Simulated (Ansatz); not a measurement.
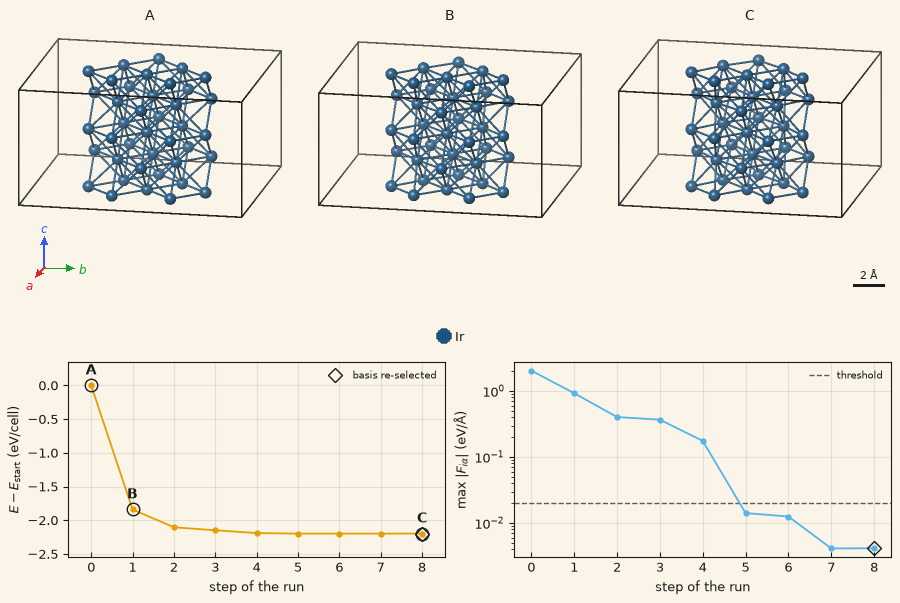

Frames of a relaxation of a wire of composition Ir, marked on the history of the run. Style: ball-and-stick. Shown: the 2 repeat of the cell, with the vacuum cut short, slightly off an axis.

Case: wire along [0 0 1], 16 atoms a period.

Theory: DFT PBE, scalar-relativistic, plane waves, PAW (Ansatz).

The input:
```yaml
crystal:
  lattice:
    - [14.8, 0.0, 0.0]
    - [0.0, 17.0, 0.0]
    - [0.0, 0.0, 3.8706609772]
  atoms:
    - { symbol: Ir, position: [0.3038516397, 0.5, 0.0] }
    - { symbol: Ir, position: [0.5653827868, 0.2723140602, 0.0] }
    - { symbol: Ir, position: [0.5653827868, 0.5, 0.0] }
    - { symbol: Ir, position: [0.5653827868, 0.7276859398, 0.0] }
    - { symbol: Ir, position: [0.3038516397, 0.3861570301, 0.5] }
    - { symbol: Ir, position: [0.3038516397, 0.6138429699, 0.5] }
    - { symbol: Ir, position: [0.5653827868, 0.3861570301, 0.5] }
    - { symbol: Ir, position: [0.5653827868, 0.6138429699, 0.5] }
    - { symbol: Ir, position: [0.4346172132, 0.2723140602, 0.5] }
    - { symbol: Ir, position: [0.4346172132, 0.5, 0.5] }
    - { symbol: Ir, position: [0.4346172132, 0.7276859398, 0.5] }
    - { symbol: Ir, position: [0.6961483603, 0.5, 0.5] }
    - { symbol: Ir, position: [0.4346172132, 0.3861570301, 0.0] }
    - { symbol: Ir, position: [0.4346172132, 0.6138429699, 0.0] }
    - { symbol: Ir, position: [0.6961483603, 0.3861570301, 0.0] }
    - { symbol: Ir, position: [0.6961483603, 0.6138429699, 0.0] }
basis:
  ecutwfc: 420
kpoints:
  mp_grid: { grid: [1, 1, 14] }
hamiltonian:
  xc: pbe
scf:
  occupations: { method: gaussian, width: 0.05 }
output:
  forces: true
  stress: true
  eigenvalues: true
  populations: true
  write_density: true
  write_potential: true
  elf: true
  volumetric_format: npy
relax:
  adjacent_minimum: "off"
  f_tol: 0.02
  max_steps: 45
  cell: { fix: [a, b, alpha, beta, gamma], stress_tol: 0.03 }
```

Run as
```bash
ansatz run input.yaml --threads 4 --pin off --max-ram 11264MiB --backend cpu --events-out ev --progress --plain --runs-dir out
```

Q: What happens along the run?

A: The largest moves relative to the layer's centre, 0.19 Å, are those of Ir2, Ir4, Ir9 and Ir11. Along the periodic axis the drawn cell goes c 7.741 → 7.672 Å (−0.9 %). Among the contacts that change: Ir11–Ir14 2.737 → 2.550 Å, Ir2–Ir13 2.737 → 2.603 Å, Ir7–Ir13 2.737 → 2.862 Å, Ir12–Ir15 2.737 → 2.620 Å. Among the angles between lasting bonds that change: Ir14–Ir11–Ir14 90.0° → 97.6°, Ir8–Ir11–Ir14 60.0° → 67.5°, Ir7–Ir15–Ir12 120.0° → 126.7°. Over 7 accepted moves (8 points after the start) the energy falls by 2.196 eV per cell of the calculation. The largest force component goes from 2 to 0.0041 eV/Å. The SCF was repeated once at an unchanged geometry on a basis and grid sized afresh for the cell, which shifted the energy by 1.2 meV per cell of the calculation at most. From step 0 to 1: Ir atoms move most (0.19 Å), energy −1.839 eV per cell of the calculation. From step 1 to 8: Ir atoms move most (0.09 Å), energy −0.357 eV per cell of the calculation.

| step | E − E(0), meV/atom | largest force component, eV/Å | note |
| --- | --- | --- | --- |
| 0 | 0.00 | 2.0340 |  |
| 1 | -114.94 | 0.9268 |  |
| 2 | -131.45 | 0.4034 |  |
| 3 | -134.25 | 0.3675 |  |
| 4 | -136.84 | 0.1758 |  |
| 5 | -137.32 | 0.0142 |  |
| 6 | -137.34 | 0.0125 |  |
| 7 | -137.34 | 0.0041 |  |
| 8 | -137.27 | 0.0041 | same geometry, new basis |
